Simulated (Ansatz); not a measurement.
```cif
data_structure
_symmetry_space_group_name_H-M 'P 1'
_symmetry_Int_Tables_number 1
_cell_length_a 4.0053
_cell_length_b 4.0053
_cell_length_c 4.0053
_cell_angle_alpha 90.000
_cell_angle_beta 90.000
_cell_angle_gamma 90.000
_cell_volume 64.26
loop_
_atom_site_label
_atom_site_type_symbol
_atom_site_fract_x
_atom_site_fract_y
_atom_site_fract_z
_atom_site_occupancy
Co1 Co 0.00000 0.00000 0.00000 1
Co2 Co 0.50000 0.50000 0.00000 1
Co3 Co 0.50000 0.00000 0.50000 1
Co4 Co 0.00000 0.50000 0.50000 1
O1 O 0.50000 0.00000 0.00000 1
O2 O 0.00000 0.50000 0.00000 1
O3 O 0.00000 0.00000 0.50000 1
O4 O 0.50000 0.50000 0.50000 1
```

Space group Fm-3m; computed pressure about 10 GPa in this cell; spin-polarised.

Method: Kohn-Sham DFT of a periodic cell, LDA, Ansatz PAW in Ansatz.

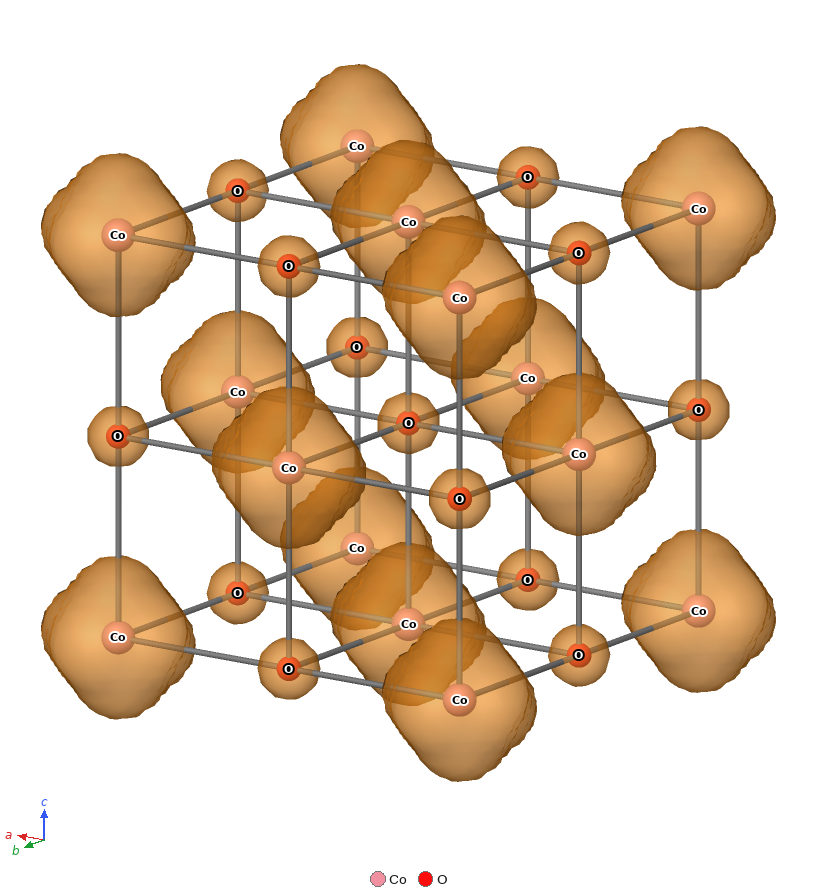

CoO. Isosurface of the spin density (up minus down) at +0.2 e/Å³ (orange), seen at an oblique angle. Sticks mark near contacts.

In a PAW calculation such maps are meaningful between the atoms, not at the nuclei.

Which atoms carry the moments, and with what signs?

Answer. The spin density sits on Co: +1.5 μB (×4) in one cell of 8 atoms, with smaller moments on other sites: O (up to +0.14 μB): parallel main moments, as they must be, since the calculation's own cell holds one magnetic site. The cell of the calculation (2 atoms) carries 1.8 μB of net spin moment.
